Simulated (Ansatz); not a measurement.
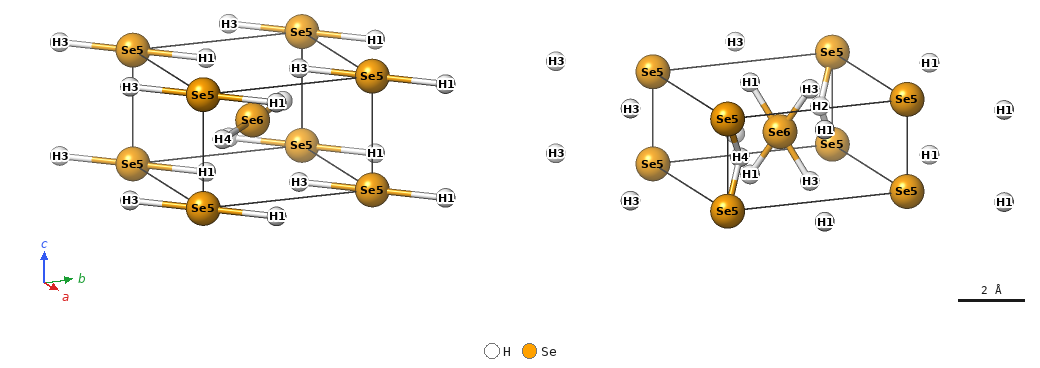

Two geometries of crystalline H2Se (built on the rutile_136 type) (coarse preliminary run), drawn at one scale. One is the start of a relaxation, the other its converged end. The picture is a ball-and-stick view of the cell of the calculation, seen slightly off an axis.

These are results of DFT PBE, scalar-relativistic, plane waves, PAW in Ansatz 0.2.0, not measurements. Settings: plane-wave cutoff 420 eV; k-point mesh 4 × 4 × 6; occupations gaussian; smearing width 0.1 eV; no spin polarisation; cell and atoms relaxed; force threshold 0.04 eV/Å; at most 70 steps.

Which geometry has the lower energy?

Answer. The right one is the relaxed one. Case: rutile type (P4_2/mnm, No. 136). The energy falls by 546 meV per atom in 10 accepted moves (11 points after the start). Largest force component: 0.19 eV/Å at the start, 0.027 eV/Å at the end. Pressure: −12.06 GPa at the start and 0.13 GPa at the end. The SCF was repeated once at an unchanged geometry on a basis and grid sized afresh for the cell, which shifted the energy by 0.2 meV per atom at most. The largest moves relative to the cell, 0.64 Å, are those of H1, H2, H3 and H4. H2 goes along [−1 1 0]. Se stays in place. The volume changes by −8.8 %, with a = b 5.595 → 5.939 Å (+6.2 %), c 3.604 → 2.918 Å (−19.0 %). Near-neighbour distances that change, for instance: H1–Se5 2.421 → 3.210 Å, Se5–Se5 3.604 → 2.918 Å, H1–Se6 2.367 → 1.763 Å. New bonds form: H1–Se6 (2.37 → 1.76 Å), H2–Se5 (2.37 → 1.76 Å), H3–Se6 (2.37 → 1.76 Å), H4–Se5 (2.37 → 1.76 Å). The space group stays P4_2/mnm (No. 136). Cost: 22 s on 1 thread of Intel(R) Xeon(R) 6975P-C (Granite Rapids) (shared host), peak memory 0.4 GiB.
